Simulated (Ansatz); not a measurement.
# B16N17: single-point calculation (part 2 of 2)

B16N17 (defect cell, 33 atoms in the cell); DFT, PBE, dispersion d3bj, plane waves, PAW, spin-polarised (Ansatz 0.2.0); cutoff 420 eV, 2×2×2 k-mesh, Gaussian smearing of 0.02 eV, collinear spins. The structure derives from a Materials Project entry.

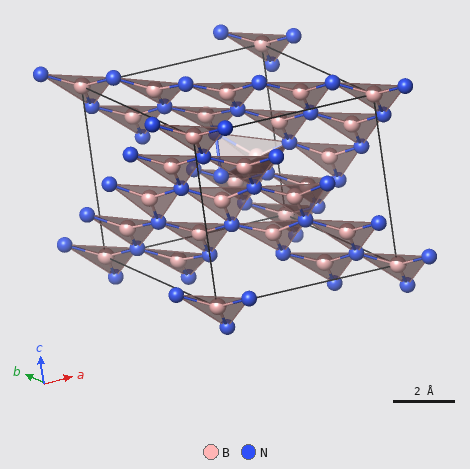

Figure 1. The structure (polyhedral view of the cell of the calculation, seen at an oblique angle; polyhedra are completed across the faces of the cell). An atom can appear more than once, as a periodic image.

**Output, continued**
```
--- Forces (eV/Å), atoms counted from 1 ---
  atom   1  B      0.00234566     0.00072685    -0.00118911
  atom   2  B     -0.00000341    -0.00151366     0.00161941
  atom   3  B     -0.00171574     0.00092166     0.00112848
  atom   4  B     -0.00049803     0.00057724    -0.00027143
  atom   5  B      0.00046453    -0.00081440     0.00018324
  atom   6  B     -0.00251971    -0.00083960    -0.00162900
  atom   7  B     -0.00074104    -0.00070291     0.00122198
  atom   8  B     -0.00743267     0.00344803    -0.00526076
  atom   9  B     -0.00311745    -0.00096541     0.00028449
  atom  10  B     -0.00118284    -0.00076097    -0.00037193
  atom  11  B      0.00074109    -0.00144488    -0.00184720
  atom  12  B      0.00468267     0.00281329    -0.00082049
  atom  13  B     -0.00096630    -0.00424762    -0.00070976
  atom  14  B      0.00049046     0.00340429     0.00006267
  atom  15  B      0.00145488     0.00017851     0.00005432
  atom  16  B      0.00155966     0.00021200    -0.00078259
  atom  17  N      0.00153075    -0.00015995     0.00110024
  atom  18  N      0.00282465    -0.00456455     0.00100067
  atom  19  N     -0.00300244     0.00249058    -0.00130048
  atom  20  N     -0.00172613     0.00159989    -0.00043033
  atom  21  N      0.00123053    -0.00311342     0.00159734
  atom  22  N      0.00121260    -0.00061659     0.01029840
  atom  23  N      0.00477208    -0.00011898     0.00093711
  atom  24  N     -0.00081274     0.00017886     0.00065428
  atom  25  N     -0.00034790    -0.00019017     0.00007126
  atom  26  N     -0.00188587    -0.00006363    -0.00042392
  atom  27  N      0.00013137     0.00014189     0.00113067
  atom  28  N      0.00052521     0.00000680    -0.00029103
  atom  29  N     -0.00008298     0.00024763    -0.00058794
  atom  30  N      0.00010176     0.00001369    -0.00033032
  atom  31  N      0.00341467     0.00136082    -0.00020644
  atom  32  N      0.00025448     0.00029611    -0.00047014
  atom  33  N     -0.00170059     0.00149781    -0.00441695
  max |Σ_I F_I| component: 4.73e-6 eV/Å
--- Band table (eV; the first three rows and the last of 8) ---
  k-point 0 ↑: bands = ["-14.4081", "-12.3502", "-11.5620", "-11.5339", "-11.3476", "-11.2782", "-11.2192", "-10.4223", "-9.7428", "-9.6301", "-9.6072", "-9.5492", "-9.5136", "-9.4519", "-9.3559", "-9.3544", "-6.9094", "-4.0129", "-3.8056", "-3.6615", "-2.7873", "-2.6085", "-2.5113", "-2.4961", "-2.4636", "-2.4195", "-1.0732", "-1.0525", "-0.8308", "-0.7873", "-0.7320", "-0.7063", "-0.5013", "-0.2088", "-0.1603", "-0.0367", "0.0167", "0.0169", "0.0808", "0.4782", "0.4843", "0.8844", "0.9158", "0.9945", "1.3100", "1.5318", "1.9990", "2.0588", "2.0729", "2.1253", "2.1861", "2.1948", "2.3109", "2.3741", "2.8727", "3.4244", "3.4892", "3.7251", "3.8017", "3.8915", "3.9510", "3.9932", "4.1225", "4.2017", "4.4324", "5.1031", "5.4829", "9.4557", "10.1240", "10.2430", "10.4632", "10.7488", "10.7661", "10.8577", "10.9228", "11.3085", "12.5504", "12.6518", "12.7045", "13.2663", "13.5315", "13.6242", "13.6855", "14.1523", "14.5511", "14.6456", "14.7196", "14.9339", "14.9418", "15.4889", "15.6008", "15.6023", "16.0176", "16.3336", "16.5230", "16.6563", "16.6628", "16.8642", "17.0149", "17.0927"]
  k-point 1 ↑: bands = ["-14.4072", "-12.2753", "-11.9548", "-11.6562", "-11.3119", "-10.7346", "-10.6329", "-10.5273", "-10.3162", "-10.1438", "-9.7906", "-9.6423", "-9.4894", "-9.4199", "-9.0611", "-8.9665", "-6.9026", "-3.6587", "-3.3871", "-3.2663", "-3.2015", "-3.0963", "-3.0518", "-2.6504", "-2.5073", "-1.6668", "-1.5388", "-1.4555", "-1.3852", "-1.3365", "-1.3298", "-0.4416", "-0.1106", "-0.0306", "0.1174", "0.3006", "0.3617", "0.6049", "0.7941", "0.8602", "0.9167", "0.9457", "1.0007", "1.1324", "1.2108", "1.3383", "1.3810", "1.5539", "1.9410", "2.0514", "2.2085", "2.4104", "2.5077", "2.6525", "2.8240", "3.0712", "3.1638", "3.2293", "3.3326", "3.4482", "3.6628", "4.2102", "4.4257", "4.5951", "4.8109", "5.1213", "5.4538", "9.5555", "9.9482", "10.0383", "10.3625", "10.5705", "10.7189", "11.1619", "11.5388", "11.8269", "12.1008", "12.4055", "12.5831", "12.8300", "13.4718", "13.8757", "14.0126", "14.1869", "14.7860", "14.9267", "15.0543", "15.2790", "15.4895", "15.7389", "16.0214", "16.1190", "16.2292", "16.3591", "16.4413", "16.4832", "16.6087", "16.8011", "16.8779", "17.1148"]
  k-point 2 ↑: bands = ["-14.4072", "-12.2753", "-11.9546", "-11.6562", "-11.3121", "-10.7345", "-10.6329", "-10.5272", "-10.3161", "-10.1439", "-9.7904", "-9.6425", "-9.4896", "-9.4197", "-9.0611", "-8.9665", "-6.9026", "-3.6587", "-3.3872", "-3.2663", "-3.2015", "-3.0963", "-3.0517", "-2.6504", "-2.5074", "-1.6667", "-1.5389", "-1.4555", "-1.3853", "-1.3365", "-1.3297", "-0.4416", "-0.1106", "-0.0306", "0.1173", "0.3006", "0.3617", "0.6049", "0.7941", "0.8602", "0.9167", "0.9457", "1.0007", "1.1324", "1.2107", "1.3383", "1.3810", "1.5538", "1.9409", "2.0515", "2.2084", "2.4103", "2.5077", "2.6524", "2.8240", "3.0712", "3.1637", "3.2295", "3.3327", "3.4482", "3.6628", "4.2101", "4.4256", "4.5951", "4.8109", "5.1213", "5.4539", "9.5555", "9.9482", "10.0383", "10.3625", "10.5707", "10.7189", "11.1618", "11.5389", "11.8270", "12.1008", "12.4055", "12.5831", "12.8299", "13.4718", "13.8757", "14.0125", "14.1869", "14.7861", "14.9267", "15.0542", "15.2791", "15.4894", "15.7389", "16.0214", "16.1191", "16.2293", "16.3592", "16.4413", "16.4832", "16.6088", "16.8010", "16.8780", "17.1148"]
  k-point 3 ↓: bands = ["-14.0966", "-12.2561", "-11.9332", "-11.6884", "-11.2072", "-10.7296", "-10.6039", "-10.5268", "-10.2937", "-10.1250", "-9.8826", "-9.6078", "-9.4174", "-9.3722", "-9.0308", "-8.9812", "-6.3460", "-3.6296", "-3.3154", "-3.1986", "-3.1652", "-3.0920", "-3.0084", "-2.6548", "-2.4351", "-1.7426", "-1.5070", "-1.3777", "-1.3588", "-1.3455", "-1.3008", "-0.5452", "0.0237", "0.0917", "0.2953", "0.3260", "0.5628", "0.6557", "0.7770", "0.8290", "0.9450", "0.9581", "1.0944", "1.1726", "1.2747", "1.3421", "1.3891", "1.6568", "1.7327", "1.9979", "2.1555", "2.3231", "2.5313", "2.6762", "3.0251", "3.1137", "3.2101", "3.3425", "3.3820", "3.5798", "3.8501", "4.3808", "4.5143", "4.6072", "4.8874", "5.5783", "6.6168", "9.6098", "9.9327", "10.3524", "10.3791", "10.6375", "10.7624", "10.8745", "11.7785", "11.8713", "12.1870", "12.4920", "12.6924", "12.7175", "13.6595", "13.8720", "14.1646", "14.2774", "14.6131", "14.7559", "15.1533", "15.2523", "15.6517", "15.8426", "16.1404", "16.2215", "16.2610", "16.3115", "16.3673", "16.5429", "16.5525", "16.8618", "16.8794", "17.1891"]
```

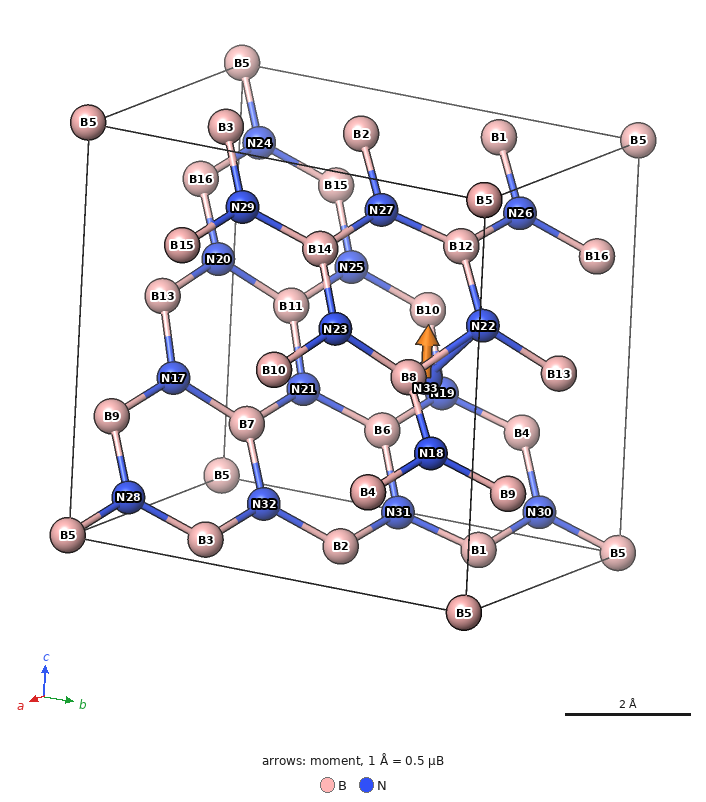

Figure 2. Magnetic moments of the sites as orange arrows (ball-and-stick view of the cell of the calculation, seen slightly off an axis; atoms are numbered from 1 in the order of the input); small moments hardly show. The run is collinear, so the axis drawn is arbitrary. Site moments: N33 (0.44 μB). They are counted near the atoms and needn't add up to the moment of the cell.

**Results in brief**

```csv
quantity,value
outcome,converged
electrons treated,133
free energy,−9061.9210 eV
Fermi energy,6.121 eV
gap on the k-point mesh,0.97 eV
net moment of the cell,1.00 μB
integrated absolute moment,1.09 μB
largest force (length of the vector),0.010 eV/Å
hardware,"4 threads of Arm Neoverse V1, 24 GiB of memory available, shared host"
wall time,12 s (CPU time 48 s)
peak memory,0.86 GiB
```
